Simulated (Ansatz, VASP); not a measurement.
# Cross-check of GeBr2 between VASP and Ansatz, part 3 of 3

Wanted: the spread between two codes on one cell, functional and k mesh. The cell is generated by rule, not measured, and may not be a known phase. The cell comes out of the VASP series on this material, whose earlier steps may have relaxed, scaled or displaced it; both programs get it as it stands.

VASP 6.6.1 and Ansatz 0.2.0.

So far: The starting structure; VASP: zone-centre phonons, PBE; Ansatz: zone-centre phonons, PBE; Differences.

## (5) VASP: band structure, HSE06

Level of this step: HSE06; plane waves and PAW (Ge_d, Br); invented cell (VASP).

The same path points are solved in both programs, so levels can be compared one by one.

Contents of INCAR:

```
SYSTEM = GeBr2
PREC = Accurate
ENCUT = 410
EDIFF = 1E-06
NELM = 100
ISMEAR = 0
SIGMA = 0.02
LREAL = .FALSE.
ALGO = Normal
LHFCALC = .TRUE.
AEXX = 0.25
GGA = PE
HFSCREEN = 0.2
LASPH = .TRUE.
NBANDS = 20
PRECFOCK = Fast
LORBIT = 11
LWAVE = .FALSE.
LCHARG = .FALSE.
KPAR = 4
ISIF = 2
```

Contents of POSCAR:

```
GeBr2
1.0
    0.0000000000      3.2303900000      3.2303900000
    3.2303900000      0.0000000000      3.2303900000
    3.2303900000      3.2303900000      0.0000000000
Ge Br
1 2
Direct
    0.0000000000      0.0000000000      0.0000000000
    0.2500000000      0.2500000000      0.2500000000
    0.7500000000      0.7500000000      0.7500000000
```

Contents of KPOINTS:

```
Automatic mesh
0
Gamma
4 4 4
0 0 0
```

Contents of KPOINTS_OPT:

```
Line mode
8
Line-mode
Reciprocal
  0.00000000   0.00000000   0.00000000 GAMMA
  0.50000000   0.00000000   0.50000000 X

  0.50000000   0.00000000   0.50000000 X
  0.50000000   0.25000000   0.75000000 W

  0.50000000   0.25000000   0.75000000 W
  0.37500000   0.37500000   0.75000000 K

  0.37500000   0.37500000   0.75000000 K
  0.00000000   0.00000000   0.00000000 GAMMA

  0.00000000   0.00000000   0.00000000 GAMMA
  0.50000000   0.50000000   0.50000000 L

  0.50000000   0.50000000   0.50000000 L
  0.62500000   0.25000000   0.62500000 U

  0.62500000   0.25000000   0.62500000 U
  0.50000000   0.25000000   0.75000000 W

  0.50000000   0.25000000   0.75000000 W
  0.50000000   0.50000000   0.50000000 L

  0.50000000   0.50000000   0.50000000 L
  0.37500000   0.37500000   0.75000000 K

  0.62500000   0.25000000   0.62500000 U
  0.50000000   0.00000000   0.50000000 X
```

The projector-augmented-wave data sets are Ge_d and Br (PBE family, release 64).

Run with:

```sh
mpirun -np 4 vasp_std
```

Numbers of over 12 decimals in the logs are rounded to 6 here.

What it wrote:

```text
[banner, memory and clock lines left out]
running    4 mpi-ranks, on    1 nodes
[...]
LDA part: xc-table for (Slater+PW92), standard interpolation
 found WAVECAR, reading the header
 POSCAR, INCAR and KPOINTS ok, starting setup
[...]
reading WAVECAR
 the WAVECAR file was read successfully
 initial charge from wavefunction
 entering main loop
       N       E                     dE             d eps       ncg     rms          rms(c)
DAV:   1    -0.103928051639E+02   -0.10393E+02   -0.82232E-01   360   0.113E+01    0.973E-01
DAV:   2    -0.103920838627E+02    0.72130E-03   -0.43260E-02   324   0.180E+00    0.805E-01
DAV:   3    -0.103871325859E+02    0.49513E-02   -0.63540E-03   372   0.805E-01    0.473E-01
DAV:   4    -0.103863195081E+02    0.81308E-03   -0.26290E-03   340   0.411E-01    0.298E-01
[...]
DAV:   8    -0.103860753126E+02    0.74213E-05   -0.48229E-06   340   0.172E-02    0.337E-02
DAV:   9    -0.103860727529E+02    0.25597E-05   -0.13496E-06   252   0.901E-03    0.191E-02
DAV:  10    -0.103860719801E+02    0.77274E-06   -0.47523E-07   184   0.561E-03
   1 F= -.10386072E+02 E0= -.10386072E+02  d E =-.160454E-33
 Start KPOINTS_OPT (optional k-point list driver)
k-point batch [1-8\80]
       N       E                     dE             ncg
DAV:   1    -0.379702150430E+03   -0.36252E+04      400
DAV:   2    -0.209206933699E+04   -0.17124E+04      352
DAV:   3    -0.235249174406E+04   -0.26042E+03      356
DAV:   4    -0.236499699115E+04   -0.12505E+02      352
DAV:   5    -0.236525305189E+04   -0.25606E+00      376
DAV:   6    -0.236525905232E+04   -0.60004E-02      372
DAV:   7    -0.236525925087E+04   -0.19855E-03      392
DAV:   8    -0.236525925826E+04   -0.73823E-05      332
DAV:   9    -0.236525925849E+04   -0.23786E-06      200
[...]
k-point batch [73-80\80]
       N       E                     dE             ncg
DAV:   1    -0.404993617841E+03   -0.70785E+04      396
DAV:   2    -0.209628455287E+04   -0.16913E+04      356
DAV:   3    -0.235439364603E+04   -0.25811E+03      372
DAV:   4    -0.236709170297E+04   -0.12698E+02      392
DAV:   5    -0.236734922245E+04   -0.25752E+00      396
DAV:   6    -0.236735511238E+04   -0.58899E-02      396
DAV:   7    -0.236735532180E+04   -0.20941E-03      440
DAV:   8    -0.236735532861E+04   -0.68156E-05      364
DAV:   9    -0.236735532894E+04   -0.32598E-06      244
```

OUTCAR, selected parts (step 5):

```text
  Total        5.8646563      5.8646563      5.8646563     -0.0000000      0.0000000     -0.0000000
  in kB      139.3664647    139.3664647    139.3664647     -0.0000000      0.0000000     -0.0000000
  external PRESSURE =     139.3664647 kB  Pullay stress =       0.0000000 kB

 POSITION                                       TOTAL-FORCE (eV/Angst)
 -----------------------------------------------------------------------------------
      0.00000      0.00000      0.00000        -0.000000      0.000000      0.000000
      1.61519      1.61519      1.61519        -0.000000     -0.000000      0.000000
      4.84558      4.84558      4.84558         0.000000      0.000000     -0.000000
 -----------------------------------------------------------------------------------
    total drift:                               -0.000001     -0.000002      0.000003

  FREE ENERGIE OF THE ION-ELECTRON SYSTEM (eV)
  ---------------------------------------------------
  free  energy   TOTEN  =       -10.3860719801 eV

  energy  without entropy=      -10.3860719801  energy(sigma->0) =      -10.38607198

[... 1 part as in an earlier step ...]

[... 2 further parts left out ...]
[key lines of the parts left out:]
E-fermi :   3.7075
```

The run ends at a pressure of 13.94 GPa.

## (6) Ansatz: band structure, HSE06

The same cell, functional, mesh and smearing now go to Ansatz, which takes its cutoff from its data sets.

The cell comes out of the VASP series on this material, whose earlier steps may have relaxed, scaled or displaced it; both programs get it as it stands.

Contents of input.yaml:

```yaml
crystal:
  lattice:
    - [0.0, 3.23039, 3.23039]
    - [3.23039, 0.0, 3.23039]
    - [3.23039, 3.23039, 0.0]
  atoms:
    - { symbol: Ge, position: [0.0, 0.0, 0.0] }
    - { symbol: Br, position: [0.25, 0.25, 0.25] }
    - { symbol: Br, position: [0.75, 0.75, 0.75] }
hamiltonian:
  xc: { exchange: pbe, correlation: pbe, exx: { coeff: 0.25, omega: 0.2 } }
  pseudopotentials: { kind: paw }
kpoints:
  mp_grid: { grid: [4, 4, 4] }
  band_path:
    path:
      - [0.0, 0.0, 0.0]
      - [0.21429, 0.0, 0.21429]
      - [0.5, 0.0, 0.5]
      - [0.5, 0.21429, 0.71429]
      - [0.41071, 0.33929, 0.75]
      - [0.16071, 0.16071, 0.32143]
      - [0.21429, 0.21429, 0.21429]
      - [0.5, 0.5, 0.5]
      - [0.55357, 0.39286, 0.55357]
      - [0.58929, 0.25, 0.66071]
      - [0.5, 0.28571, 0.71429]
      - [0.5, 0.5, 0.5]
      - [0.375, 0.375, 0.75]
      - [0.5, 0.0, 0.5]
    npoints: 1
scf:
  occupations: { method: gaussian, width: 0.02 }
  n_extra_bands: 7
output:
  forces: true
  stress: true
  eigenvalues: true
```

Run with:

```sh
ansatz run input.yaml --threads 4 --pin off --max-ram 9216MiB --backend cpu --events-out ev --progress --plain --runs-dir out
```

What it wrote:

```text
[...]
--- Band table (eV; the first three rows and the last of 8) ---
  k-point 0: bands = [... 10 lower, 2.3552, 4.2459, 4.2459, 4.2459, 9.1557, 9.1557, 9.1557, 14.0243, ... 3 higher]
  k-point 1: bands = [... 10 lower, 2.3754, 3.8016, 3.8016, 6.0201, 9.9899, 9.9899, 10.2248, 15.4962, ... 3 higher]
  k-point 2: bands = [... 10 lower, 2.5562, 3.3040, 3.3040, 6.6714, 11.3080, 11.3080, 12.7105, 14.9620, ... 3 higher]
  k-point 7: bands = [... 10 lower, 2.6256, 5.2935, 5.9902, 6.1509, 10.8446, 11.7689, 11.7689, 15.5272, ... 3 higher]
[key lines of the parts left out:]
Free energy (F): -9866.232090 eV
Fermi energy:    7.776258 eV
P = ⅓ Tr σ = 14.1079 GPa (141.079 kbar)
```

It took 26 s on 4 threads of Arm Neoverse V1, shared host; peak memory 0.8 GiB.

## (7) Side by side

What differs besides the data sets and the points named for the pairs above, as far as they apply: exact exchange at q = 0 is treated differently, which shows on coarse meshes; VASP keeps PBE cores, Ansatz makes them for the functional; VASP takes a coarser grid for exact exchange (PRECFOCK = Fast). Total energies have different zeros and are not compared.

Compared:

```csv
quantity,Ansatz,VASP,difference
pressure (GPa),14.11,13.94,+0.17
gap over the path points (eV),2.135,2.139,-0.003
```

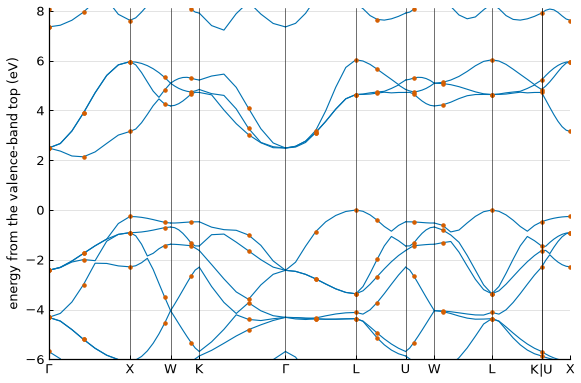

Bands from VASP (lines) and levels from Ansatz (dots). Dots without a line are higher empty bands that the VASP plot leaves out.

Levels at points of the path, from each program's valence-band top (eV; 4 filled, then empty):

```csv
k (reciprocal lattice),Ansatz,VASP
0.000 0.000 0.000,-4.32 -2.43 -2.43 -2.43 2.48 2.48 2.48,-4.31 -2.42 -2.42 -2.42 2.49 2.49 2.49
0.214 0.000 0.214,-3.00 -1.99 -1.75 -1.75 2.13 3.90 3.90,-3.00 -1.99 -1.74 -1.74 2.14 3.90 3.90
0.500 0.000 0.500,-2.29 -0.91 -0.91 -0.26 3.17 5.96 5.96,-2.28 -0.91 -0.91 -0.26 3.16 5.96 5.96
0.500 0.214 0.714,-3.51 -1.43 -0.71 -0.49 4.25 4.83 5.33,-3.51 -1.42 -0.71 -0.49 4.26 4.83 5.33
0.411 0.339 0.750,-2.65 -1.44 -1.33 -0.48 4.65 4.75 5.30,-2.65 -1.43 -1.33 -0.48 4.66 4.74 5.30
0.161 0.161 0.321,-3.73 -3.59 -1.64 -1.01 3.02 3.28 4.08,-3.73 -3.59 -1.64 -1.00 3.03 3.28 4.09
0.214 0.214 0.214,-4.34 -2.77 -2.77 -0.87 3.10 3.10 3.19,-4.34 -2.77 -2.77 -0.87 3.11 3.11 3.19
0.500 0.500 0.500,-4.12 -3.37 -3.37 0.00 4.64 4.64 6.04,-4.12 -3.37 -3.37 0.00 4.64 4.64 6.04
0.554 0.393 0.554,-3.72 -2.67 -1.98 -0.41 4.69 4.74 5.66,-3.72 -2.67 -1.98 -0.41 4.70 4.74 5.66
0.589 0.250 0.661,-2.65 -1.44 -1.33 -0.48 4.65 4.75 5.30,-2.65 -1.43 -1.33 -0.48 4.66 4.74 5.30
```

Among the levels compared (up to four filled and three empty ones at each point), filled levels agree within 5 meV and empty ones within 9 meV. Ansatz's pressure holds a Pulay correction of 0.07 GPa; VASP's holds none.

## (8) Results

```json
{
 "difference in mode 4 to 6 (zone-centre phonons, PBE)": "-1.3 %",
 "difference in gap over the path points (band structure, HSE06)": "-0.0031 eV"
}
```

What this shows: The difference in mode 4 to 6 is -1.3 % (zone-centre phonons, PBE), within the 3 % picked in this series as the mark of a large difference. Differences of this kind measure data sets and numerical settings, not the functional's error against experiment.

[Lines on the potential files, build, host, timing and source positions are cut from VASP's logs without a mark.]

[Logs are printed without paths, hosts, clocks, repeated set-up lines and the standing remarks that a program may print on its own settings, such as how far it seeks lower states.]

[Hosts, paths, dates, database ids (printed as entryN), source tags and the programs' standing remarks are cut or masked in the printed files.]
